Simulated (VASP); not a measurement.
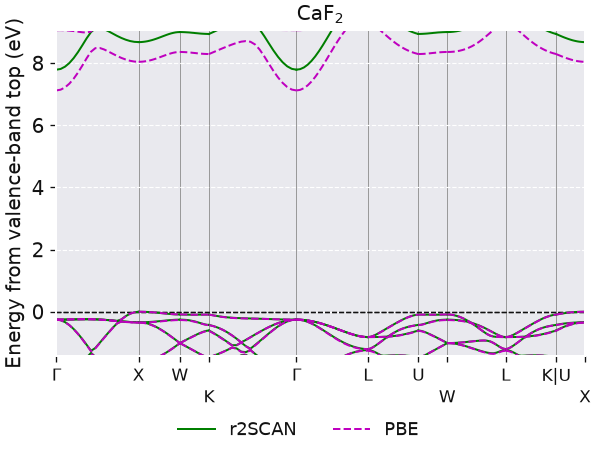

Band structures of fluorite-type CaF$_{2}$, space group Fm-3m, 3 atoms in the primitive cell (cubic a = 5.513 Å), by two methods on the same cell. Each is counted from its own valence-band top.

> How do the methods compare?

r2SCAN gives a gap of 7.79 eV along the path and PBE gives a gap of 7.12 eV along the path. Over the top 3 filled bands the two differ by under 0.01 eV on average.

Settings. r2SCAN: VASP PAW PBE potentials, release 64 (Ca_sv, F), no spin polarisation, no spin-orbit coupling, 10×10×10 k mesh, 450 eV cutoff, Gaussian smearing of 0.02 eV (VASP). PBE: VASP PAW PBE potentials, release 64 (Ca_sv, F), no spin polarisation, no spin-orbit coupling, 10×10×10 k mesh, 450 eV cutoff, Gaussian smearing of 0.02 eV (VASP).

LDA, GGA and most meta-GGA functionals understate gaps. The cell was derived from a database entry in an earlier step, so it needn't be the measured one. r2SCAN: the PAW data sets were made with another functional.
